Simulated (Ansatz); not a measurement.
System: Al, space group P6/mmm (No. 191), 2 atoms in the cell.

```xyz
2
Lattice="4.5455 0.0000 0.0000 -2.2727 3.9365 0.0000 0.0000 0.0000 2.7539" Properties=species:S:1:pos:R:3 pbc="T T T"
Al    0.0000    2.6243    0.0000
Al    2.2727    1.3122    0.0000
```

Ansatz; DFT PBE, scalar-relativistic, plane waves, PAW, no spin polarisation, 15×15×20 k mesh, Gaussian smearing of 0.1 eV.

What will the band structure and density of states look like? The path is Γ–M–K–Γ–A–L–H–A|L–M|H–K.

A metal: 4 bands cross the Fermi level along this path. At H the nearest levels lie 1.45 eV below and 0.21 eV above the Fermi level. The density of states at the Fermi level is about 0.74 per eV and cell (mean within 0.25 eV), or 0.37 per atom. By projected weight, the states within 0.3 eV of the Fermi level are Al 3p (85 %) and Al 3s (15 %).

The structure is an invented one, so it need not be a known or stable phase. The starting guess was a poor one.

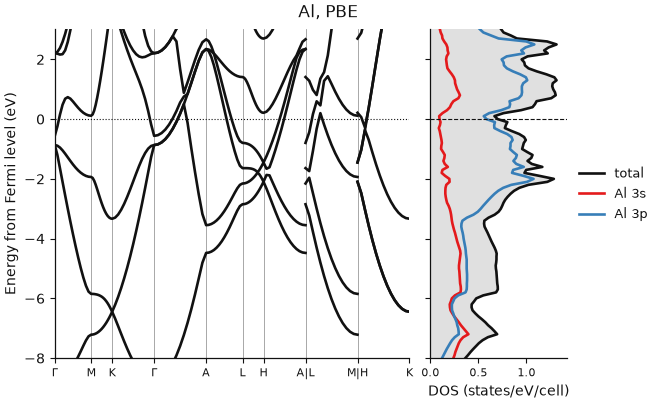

Band structure and density of states. Energies are counted from the Fermi level. The partial curves are projected on Löwdin-orthogonalised atomic shells.
